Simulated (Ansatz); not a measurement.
Run report: Rb, single-point calculation

- system: Rb (2 atoms in the cell)
- method: DFT, revPBE, plane waves (420 eV) with PAW, scalar-relativistic, no spin polarisation (Ansatz 0.2.0)

It belongs to a series of runs on one base structure; here: volume × 0.92.

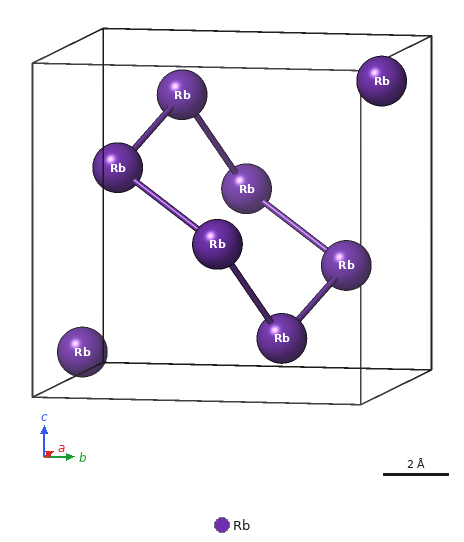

*The structure (ball-and-stick view of the cell 4 times as large as that of the calculation, set on its symmetry axes, seen at an oblique angle).*

### Key numbers

```json
{"quantity": "outcome", "value": "converged"}
{"quantity": "space group (tolerance 0.01 Å)", "value": "Fd-3m (227)"}
{"quantity": "electrons treated", "value": "18"}
{"quantity": "free energy", "value": "−6543.9080 eV"}
{"quantity": "Fermi energy", "value": "0.573 eV"}
{"quantity": "pressure", "value": "0.07 GPa"}
{"quantity": "hardware", "value": "2 threads of an Arm (aarch64) CPU, shared host"}
{"quantity": "wall time", "value": "1.9 s (CPU time 3.5 s)"}
{"quantity": "peak memory", "value": "0.42 GiB"}
```

### The input
```yaml
crystal:
  lattice:
    - [0.0, 5.2418457028, 5.2418457028]
    - [5.2418457028, 0.0, 5.2418457028]
    - [5.2418457028, 5.2418457028, 0.0]
  atoms:
    - { symbol: Rb, position: [0.125, 0.125, 0.125] }
    - { symbol: Rb, position: [0.875, 0.875, 0.875] }
hamiltonian:
  xc: revpbe
  pseudopotentials:
    kind: paw
    azcp:
      Rb: "pseudopotentials/Rb.paw.azcp"
basis:
  ecutwfc: 420
  fft_grid_basis: typed
kpoints:
  mp_grid: { grid: [6, 6, 6], shift: [0, 0, 0] }
magnetization:
  spin_polarized: false
scf:
  occupations: { method: fermi_dirac, width: 0.1 }
  lower_state_search: "off"
output:
  stress: true
```

### What the program printed
```
Engine: ansatz 0.2.0, aarch64-unknown-linux-gnu
Pseudopotentials: kind: paw
Pseudopotential: Rb, paw, valence charge 9, recommended cutoff 420 eV (normal), [file]
Functional definition: revPBE
  parameter kappa = 1.245
  parameter beta = 0.06672455060314922
  exchange = pbe_x(kappa = kappa, mu = beta*pi^2/3)
  correlation = pbe_c(beta = beta)
Crystal: 2 atoms, lattice volume = 288.060 Å³
Basis set: ecut = 420 eV, 5601 PW (Γ)
Bands: 13, of which v1, the nominal top of the filled ones, is band 9 counted from 1 (8 counted from 0)
Symmetry: 48 space group operations
Space group: Fd-3m (ITA 227), of the structure as read, at distance tolerance 6.6e-5 Å
k-points: 16 of 216
Non-local potential: Rb, projectors of the file, l = 0: 3, l = 1: 2, l = 2: 2
PAW form: soft (Blöchl's): semilocal exchange-correlation on the pseudo side does not see the compensation charge
PAW frozen core: Rb, regenerated for the run's functional, and the local potential with it (the file was generated under x = pbe(κ = 0.804, μ = 0.2195149727645171), c = pbe(β = 0.06672455060314922))
PAW one-centre angular grid: Rb, 110 points (default); XC on 64 Gauss nodes
Initial density: superposition of atomic densities (neutral atoms: chi_scale 0, normalization atom), corrected by the library's trained network
Initial wavefunctions: pseudopotential atomic-orbital guess
Functional: x = revpbe(κ = 1.245, μ = 0.2195149727645171), c = pbe(β = 0.06672455060314922)
SCF iter   1: F=—  HF=-6543.902755 eV  |F-HF|=—  |Δ(HF+E_count)|=         —  Δρ=7.04e-4  dr2=3.27e-3  ethr=1.77e-3  ⟨swp⟩=7.1  Hψ=1345  notcnv=0
preconditioner: auto → Kerker (q_TF=auto, 1.719 Å⁻¹)  [metal: Δε(μ)=0.019 eV  Ē_g=1.888 eV  σ=0.100 eV  W_gap=0.05  n_scr=26 (ndim 8)  ℏωp=3.1 eV  f_vac=0.102  D(μ)=1.64/eV (n_scr^D=0)]
SCF iter   2: F=—  HF=-6543.905133 eV  |F-HF|=—  |Δ(HF+E_count)|=   2.38e-3  Δρ=5.11e-4  dr2=1.71e-3  ethr=1.81e-5  ⟨swp⟩=2.0  Hψ=456  notcnv=0
SCF iter   3: F=—  HF=-6543.907175 eV  |F-HF|=—  |Δ(HF+E_count)|=   2.04e-3  Δρ=2.65e-4  dr2=9.26e-4  ethr=9.52e-6  ⟨swp⟩=2.0  Hψ=242  notcnv=0
SCF iter   4: F=—  HF=-6543.907650 eV  |F-HF|=—  |Δ(HF+E_count)|=   4.75e-4  Δρ=3.03e-4  dr2=6.68e-4  ethr=5.14e-6  ⟨swp⟩=1.9  Hψ=227  notcnv=0
SCF iter   5: F=—  HF=-6543.907949 eV  |F-HF|=—  |Δ(HF+E_count)|=   2.99e-4  Δρ=1.46e-4  dr2=1.98e-4  ethr=3.71e-6  ⟨swp⟩=2.0  Hψ=237  notcnv=0
SCF iter   6: F=—  HF=-6543.908034 eV  |F-HF|=—  |Δ(HF+E_count)|=   8.50e-5  Δρ=1.45e-4  dr2=1.79e-5  ethr=1.10e-6  ⟨swp⟩=3.1  Hψ=346  notcnv=0
SCF iter   7: F=—  HF=-6543.908020 eV  |F-HF|=—  |Δ(HF+E_count)|=   1.38e-5  Δρ=3.44e-5  dr2=1.67e-6  ethr=9.95e-8  ⟨swp⟩=3.0  Hψ=348  notcnv=0
SCF iter   8: F=—  HF=-6543.908022 eV  |F-HF|=—  |Δ(HF+E_count)|=   2.09e-6  Δρ=6.38e-6  dr2=1.82e-7  ethr=9.30e-9  ⟨swp⟩=3.0  Hψ=348  notcnv=0
SCF iter   9: F=—  HF=-6543.908022 eV  |F-HF|=—  |Δ(HF+E_count)|=   2.48e-7  Δρ=5.22e-6  dr2=1.14e-7  ethr=5.56e-10  ⟨swp⟩=5.2  Hψ=748  notcnv=0
SCF iter  10: F=-6543.908022 eV  HF=-6543.908022 eV  |F-HF|=6.15e-10  |Δ(HF+E_count)|=   1.26e-8  Δρ=2.15e-7  dr2=1.96e-10  ethr=5.56e-10  ⟨swp⟩=4.0  Hψ=721  notcnv=0
SCF 1 converged in 10 iterations: F = -6543.908022 eV  dr2 = 1.96e-10
  greatest PAW one-centre occupation: 0.975 electrons in one spin orbital (limit 2), on the Rb atom at site 1 (counted from 0), in its partial waves of l = 0
```

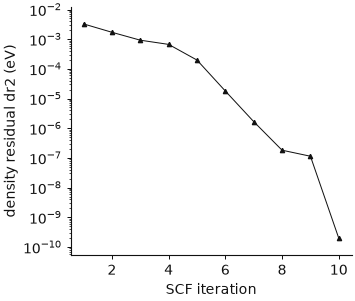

*Convergence of the self-consistent field: density residual dr2 against the SCF iteration.*

The residual falls at every step.

```
SCF converged after 10 iterations
Free energy (F): -6543.908022 eV
Harris-Foulkes:  -6543.908022 eV  (|F-HF|=6.15e-10)
Internal energy: -6543.849716 eV  (E = F + TS)
E sigma→0 (E₀):  -6543.878869 eV
Entropy (-TS):   -0.058306 eV (-29.153 meV/atom)
Fermi energy:    0.572698 eV
--- Per-component energies (eV) ---
  E_band       = -270.464105
  E_kinetic    = 380.686978
  E_local      = -1680.541519  (includes V_loc(G=0)·N_el)
  E_nonlocal   = 345.755605
  E_hartree    = 513.023318
  E_xc         = -258.751668
  E_vxc        = -269.602772  (∫ρ·V_xc dr)
  E_paw        = -5244.615362  (= ΣΔE_a)
  E_vpaw       = -72.808849  (= ΣTr[D̂ρ^β])
  E_aug_tail   = -0.000002  (compensation charges beyond the density's cutoff)
  E_ewald      = -599.312428
  E_core_change = -0.094639  (= ΣΔE_core)
  E_smearing   = -0.058306  (= −TS)
  E_closure    = 0.000000  (closes the sum)
  Σ components = -6543.908022   (vs F -6543.908022, Δ=0.00e0)
--- Stress (GPa, compression-positive) ---
        0.072529       0.000000      -0.000000
        0.000000       0.072529       0.000000
       -0.000000      -0.000000       0.072529
  P = ⅓ Tr σ = 0.0725 GPa (0.725 kbar)
```
